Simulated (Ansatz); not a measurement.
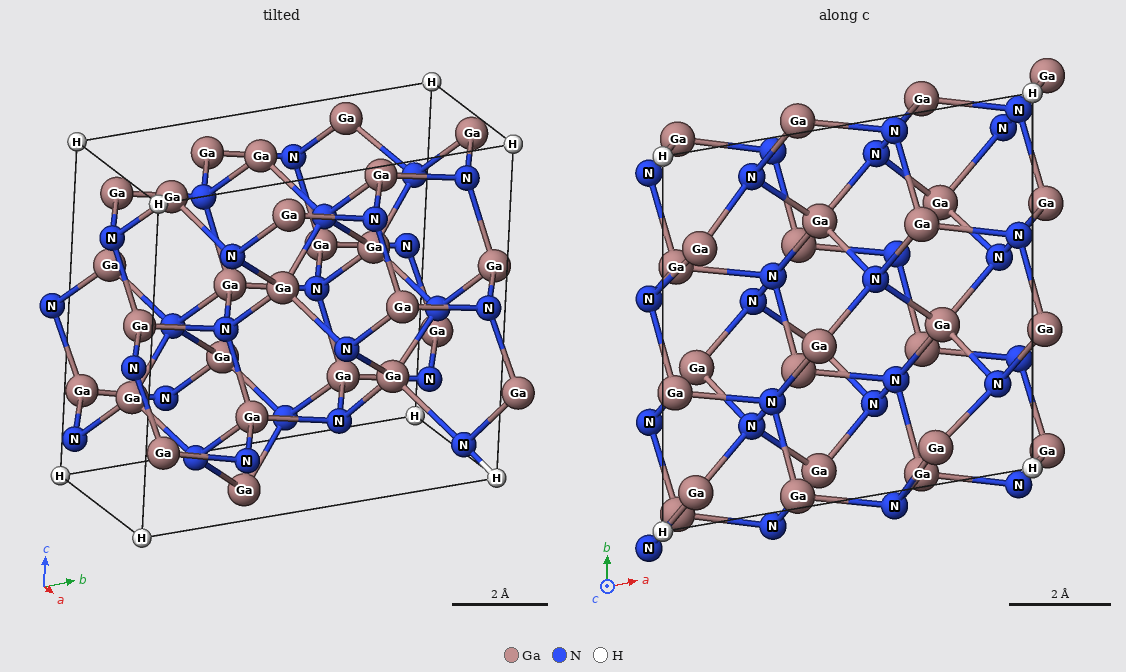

Structure drawing (ball-and-stick), viewed slightly off an axis and along the c axis. Lines trace the edges of the simulation cell. Cell: a = 7.653 Å, b = 7.653 Å, c = 7.653 Å, α = 78.22°, β = 78.22°, γ = 78.22°.

Describe the arrangement of the atoms.

Its composition is Ga₁₈HN₁₈. The cell has 37 atoms, namely 18 Ga, 1 H, 18 N. Around each Ga lie four N in a distorted tetrahedral arrangement at about 1.9 to 2.2 Å. Around each H lies one N at about 1.0 Å. The bonds build a three-dimensional framework.

Provenance: a structure listed in the Materials Project, repeated into a supercell with a point defect put in. The atoms were relaxed in a fixed cell with DFT PBE, scalar-relativistic, plane waves, PAW in Ansatz.
